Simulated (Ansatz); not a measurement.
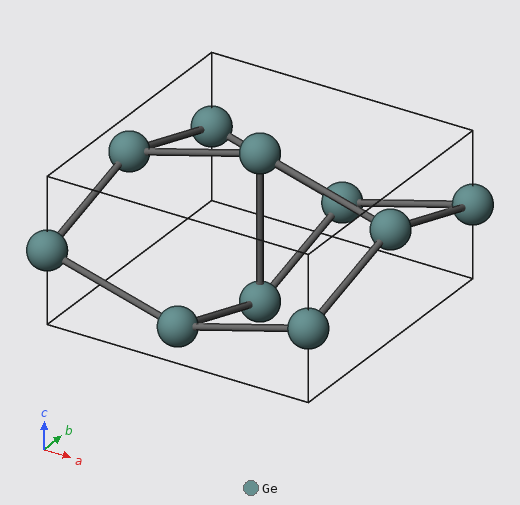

Ge, space group I4_1/amd:1 (No. 141), a = 5.141 Å, b = 5.141 Å, c = 2.802 Å, α = 90.00°, β = 90.00°, γ = 90.00°

```
site  Wyckoff       x       y       z
  Ge       4b  0.0000  0.5000  0.7500
```

Origin: the end point of a relaxation with Ansatz 0.2.0, DFT PBE+D3(BJ), scalar-relativistic, plane waves, PAW.

Compute the Voronoi cell of each site (no radii): faces and volume.

Answer.
```tsv
site	faces above 1 % of the sphere	volume (Å³)	solid angle by neighbour (%)
Ge	10	18.51	Ge 100
```

Weighted by multiplicity the volumes add up to the cell volume, 74.0 Å³.

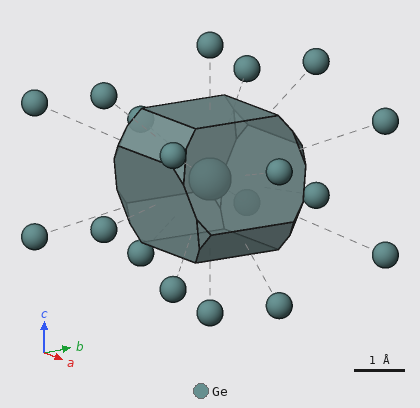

The computed Voronoi cell of Ge, with the neighbours that bound it.
